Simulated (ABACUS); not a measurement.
# Run report: PbO, band-structure run (part 1 of 2)

PbO (P4/nmm, 4 atoms in the cell), computed with Kohn-Sham DFT of a periodic cell, LDA, GBRV ultrasoft 1.5 LDA, no spin polarisation (ABACUS 3.10.1).

The structure derives from an entry of the Crystallography Open Database. It belongs to a series of runs on one base structure; here: bands on the converged density.

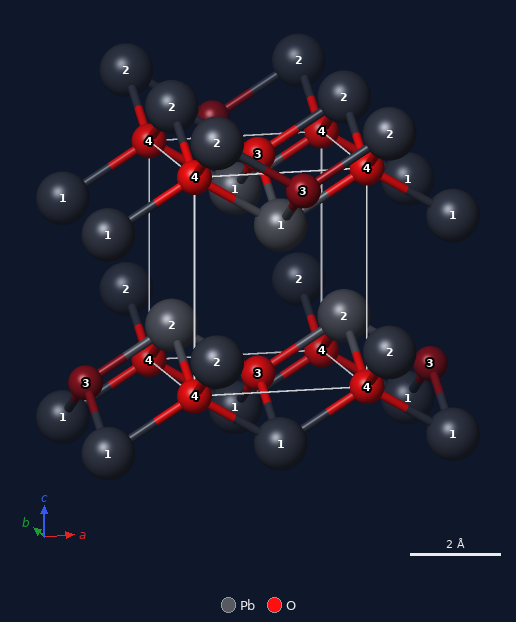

The input geometry (ball-and-stick view of the cell of the calculation, seen slightly off an axis; neighbours outside the cell are drawn fainter; atoms are numbered from 1 in the order of the input). An atom can appear more than once, as a periodic image.

Results in brief:

- outcome: converged
- space group (tolerance 0.01 Å): P4/nmm (129)
- electrons treated: 40
- gap on the band path: 1.12 eV
- hardware: 4 threads of Intel Xeon (Granite Rapids), 32 GiB of memory available, shared host
- wall time: 8.9 s (CPU time 35 s)
- peak memory: 1 GiB

Notes:

Spin–orbit coupling is left out, which matters for Pb.

The input:
```
INPUT_PARAMETERS
suffix              PbO
calculation         nscf
basis_type          pw
pseudo_dir          ./
symmetry            -1
dft_functional      pz
ecutwfc             40.0
pseudo_rcut         10
nspin               1
nbands              30
ks_solver           dav
smearing_method     fd
smearing_sigma      0.00367493
scf_thr             1e-08
scf_nmax            100
mixing_type         broyden
mixing_beta         0.7
ecutrho             320.0
init_chg            file
pw_diag_thr         1e-07
out_band            1
kpar                4
```

File STRU:
```
ATOMIC_SPECIES
Pb 207.2000 pb_lda_v1.uspp.F.UPF
O 15.9990 o_lda_v1.2.uspp.F.UPF

LATTICE_CONSTANT
1.8897261246

LATTICE_VECTORS
3.9900000000 0.0000000000 0.0000000000
0.0000000000 3.9900000000 0.0000000000
0.0000000000 0.0000000000 5.0100000000

ATOMIC_POSITIONS
Cartesian

Pb
0.0
2
1.9950000000 0.0000000000 3.8076000000 1 1 1
0.0000000000 1.9950000000 1.2024000000 1 1 1

O
0.0
2
1.9950000000 1.9950000000 0.0000000000 1 1 1
0.0000000000 0.0000000000 0.0000000000 1 1 1
```

File KPT:
```
K_POINTS
12
Line
0.00000000 0.00000000 0.00000000 10 // G
0.00000000 0.50000000 0.00000000 10 // X
0.50000000 0.50000000 0.00000000 10 // M
0.00000000 0.00000000 0.00000000 10 // G
0.00000000 0.00000000 0.50000000 10 // Z
0.00000000 0.50000000 0.50000000 10 // R
0.50000000 0.50000000 0.50000000 10 // A
0.00000000 0.00000000 0.50000000 1 // Z
0.00000000 0.50000000 0.00000000 10 // X
0.00000000 0.50000000 0.50000000 1 // R
0.50000000 0.50000000 0.00000000 10 // M
0.50000000 0.50000000 0.50000000 1 // A
```

Command:
```bash
OMP_NUM_THREADS=1 mpirun -np 4 abacus > log
```

Log:
```
ABACUS v3.10.1

               Atomic-orbital Based Ab-initio Computation at UStc

 ------------------------------------------------------------------------------------

 READING GENERAL INFORMATION
                           global_out_dir = OUT.PbO/
                           global_in_card = INPUT
                               pseudo_dir = ./
                              orbital_dir =
                                    DSIZE = 4
                                    GSIZE = 1

 READING UNITCELL INFORMATION
                                    ntype = 2
                  lattice constant (Bohr) = 1.88973
              lattice constant (Angstrom) = 1

 READING ATOM TYPE 1
                               atom label = Pb
                      L=0, number of zeta = 1
                      L=1, number of zeta = 1
                      L=2, number of zeta = 1
             number of atom for this type = 2

 READING ATOM TYPE 2
                               atom label = O
                      L=0, number of zeta = 1
                      L=1, number of zeta = 1
                      L=2, number of zeta = 1
             number of atom for this type = 2

                        TOTAL ATOM NUMBER = 4
CARTESIAN COORDINATES ( UNIT =       1.889726124600 Bohr ).
    atom                   x                   y                   z     mag                  vx                  vy                  vz
tauc_Pb1            1.9950000000        0.0000000000        3.8076000000  0.0000        0.0000000000        0.0000000000        0.0000000000
tauc_Pb2            0.0000000000        1.9950000000        1.2024000000  0.0000        0.0000000000        0.0000000000        0.0000000000
tauc_O1            1.9950000000        1.9950000000        0.0000000000  0.0000        0.0000000000        0.0000000000        0.0000000000
tauc_O2            0.0000000000        0.0000000000        0.0000000000  0.0000        0.0000000000        0.0000000000        0.0000000000

                          Volume (Bohr^3) = 538.245
                             Volume (A^3) = 79.7596

 Lattice vectors: (Cartesian coordinate: in unit of a_0)
                +3.99                  +0                  +0
                   +0               +3.99                  +0
                   +0                  +0               +5.01
 Reciprocal vectors: (Cartesian coordinate: in unit of 2 pi/a_0)
            +0.250627                  -0                  +0
                   -0           +0.250627                  -0
                   +0                  -0           +0.199601
 The esolver type has been set to : ksdft_pw

                PAO radial cut off (Bohr) = 10

 Read in pseudopotential file is pb_lda_v1.uspp.F.UPF
                     pseudopotential type = US
          exchange-correlation functional = PZ
                 nonlocal core correction = 1
                        valence electrons = 14
                                     lmax = 2
                           number of zeta = 3
                     number of projectors = 6
                           L of projector = 0
                           L of projector = 0
                           L of projector = 1
                           L of projector = 1
                           L of projector = 2
                           L of projector = 2
                PAO radial cut off (Bohr) = 10

 Read in pseudopotential file is o_lda_v1.2.uspp.F.UPF
                     pseudopotential type = US
          exchange-correlation functional = PZ
                 nonlocal core correction = 1
                        valence electrons = 6
                                     lmax = 2
                           number of zeta = 2
                     number of projectors = 5
                           L of projector = 0
                           L of projector = 0
                           L of projector = 1
                           L of projector = 1
                           L of projector = 2
     initial pseudo atomic orbital number = 26

 SETUP THE ELECTRONS NUMBER
            electron number of element Pb = 14
      total electron number of element Pb = 28
             electron number of element O = 6
       total electron number of element O = 12
            AUTOSET number of electrons:  = 40
                           occupied bands = 20
                                   NBANDS = 30
                                   NLOCAL = 36

%%%%%%%%%%%%%%%%%%%%%%%%%%%%%%%%%%%%%%%%%%%%%%%%%%%%%%%%%%%%%%%%%%%%%%%%%%%%%%%%%%%%%%%%%%%%%%%%%%%%%%%%%%
 Warning: the number of valence electrons in pseudopotential > 4 for Pb: [Xe] 4f14 5d10 6s2 6p2
 Pseudopotentials with additional electrons can yield (more) accurate outcomes, but may be less efficient.
 If you're confident that your chosen pseudopotential is appropriate, you can safely ignore this warning.
%%%%%%%%%%%%%%%%%%%%%%%%%%%%%%%%%%%%%%%%%%%%%%%%%%%%%%%%%%%%%%%%%%%%%%%%%%%%%%%%%%%%%%%%%%%%%%%%%%%%%%%%%%

 SETUP THE PLANE WAVE BASIS
 energy cutoff for charge/potential (unit:Ry) = 160
            fft grid for charge/potential = [ 32, 32, 40 ]
                        fft grid division = [ 1, 1, 1 ]
        big fft grid for charge/potential = [ 45, 45, 54 ]
                                     nbxx = 109350
                                     nrxx = 40960

 SETUP PLANE WAVES FOR CHARGE/POTENTIAL
                    number of plane waves = 18347
                         number of sticks = 725

 PARALLEL PW FOR CHARGE/POTENTIAL
     PROC   COLUMNS(POT)             PW
        1            725          18347
 --------------- sum -------------------
        1            725          18347
                            number of |g| = 1228
                                  max |g| = 14.4705
                                  min |g| = 0

 energy cutoff for dense charge/potential (unit:Ry) = 320
      fft grid for dense charge/potential = [ 45, 45, 54 ]
                                     nrxx = 109350

 SETUP PLANE WAVES FOR dense CHARGE/POTENTIAL
                    number of plane waves = 52029
                         number of sticks = 1449

 PARALLEL PW FOR dense CHARGE/POTENTIAL
     PROC   COLUMNS(POT)             PW
        1           1449          52029
 --------------- sum -------------------
        1           1449          52029
                            number of |g| = 3154
                                  max |g| = 28.9422
                                  min |g| = 0

----------- Double Check Mixing Parameters Begin ------------
mixing_type: broyden
mixing_beta: 0.7
mixing_gg0: 1
mixing_gg0_min: 0.1
mixing_ndim: 8
----------- Double Check Mixing Parameters End ------------

 SETUP K-POINTS
                                    nspin = 1
                                   nkstot = 93
K-POINTS DIRECT COORDINATES
 KPOINTS    DIRECT_X    DIRECT_Y    DIRECT_Z  WEIGHT
       1  0.00000000  0.00000000  0.00000000  1.0000
       2  0.00000000  0.05000000  0.00000000  1.0000
       3  0.00000000  0.10000000  0.00000000  1.0000
       4  0.00000000  0.15000000  0.00000000  1.0000
       5  0.00000000  0.20000000  0.00000000  1.0000
       6  0.00000000  0.25000000  0.00000000  1.0000
       7  0.00000000  0.30000000  0.00000000  1.0000
       8  0.00000000  0.35000000  0.00000000  1.0000
       9  0.00000000  0.40000000  0.00000000  1.0000
      10  0.00000000  0.45000000  0.00000000  1.0000
      11  0.00000000  0.50000000  0.00000000  1.0000
      12  0.05000000  0.50000000  0.00000000  1.0000
      13  0.10000000  0.50000000  0.00000000  1.0000
      14  0.15000000  0.50000000  0.00000000  1.0000
      15  0.20000000  0.50000000  0.00000000  1.0000
      16  0.25000000  0.50000000  0.00000000  1.0000
      17  0.30000000  0.50000000  0.00000000  1.0000
      18  0.35000000  0.50000000  0.00000000  1.0000
      19  0.40000000  0.50000000  0.00000000  1.0000
      20  0.45000000  0.50000000  0.00000000  1.0000
      21  0.50000000  0.50000000  0.00000000  1.0000
      22  0.45000000  0.45000000  0.00000000  1.0000
      23  0.40000000  0.40000000  0.00000000  1.0000
      24  0.35000000  0.35000000  0.00000000  1.0000
      25  0.30000000  0.30000000  0.00000000  1.0000
      26  0.25000000  0.25000000  0.00000000  1.0000
      27  0.20000000  0.20000000  0.00000000  1.0000
      28  0.15000000  0.15000000  0.00000000  1.0000
      29  0.10000000  0.10000000  0.00000000  1.0000
      30  0.05000000  0.05000000  0.00000000  1.0000
[... 63 further k points ...]

           k-point number in this process = 24
       minimum distributed K point number = 23

[... K-POINTS CARTESIAN COORDINATES: 24 rows ...]

[... K-POINTS DIRECT COORDINATES: 24 rows ...]

 SETUP PLANE WAVES FOR WAVE FUNCTIONS
     energy cutoff for wavefunc (unit:Ry) = 40
              fft grid for wave functions = [ 32, 32, 40 ]
                    number of plane waves = 3049
                         number of sticks = 221

 PARALLEL PW FOR WAVE FUNCTIONS
     PROC   COLUMNS(POT)             PW
        1            221           3049
 --------------- sum -------------------
        1            221           3049

 SETUP NONLOCAL PSEUDOPOTENTIALS IN PLANE WAVE BASIS
 Pb non-local projectors:
 projector 1 L=0
 projector 2 L=0
 projector 3 L=1
 projector 4 L=1
 projector 5 L=2
 projector 6 L=2
 O non-local projectors:
 projector 1 L=0
 projector 2 L=0
 projector 3 L=1
 projector 4 L=1
 projector 5 L=2
      TOTAL NUMBER OF NONLOCAL PROJECTORS = 62

 Init Non-Local PseudoPotential table :
 Init Non-Local-Pseudopotential done.

                                     npwx = 2325

 Make real space PAO into reciprocal space.
       max mesh points in Pseudopotential = 789
     dq(describe PAO in reciprocal space) = 0.01
                                    max q = 763

 number of pseudo atomic orbitals for Pb is 3
WARNING: norm of atomic wavefunction # 3 of atomic type Pb is 0.999552, renormalized

 number of pseudo atomic orbitals for O is 2

 -------------------------------------------
 NONSELF-CONSISTENT
 -------------------------------------------
                                 init_chg = file
 try to read charge from file
 Read in the charge density: OUT.PbO//PbO-CHARGE-DENSITY.restart
```
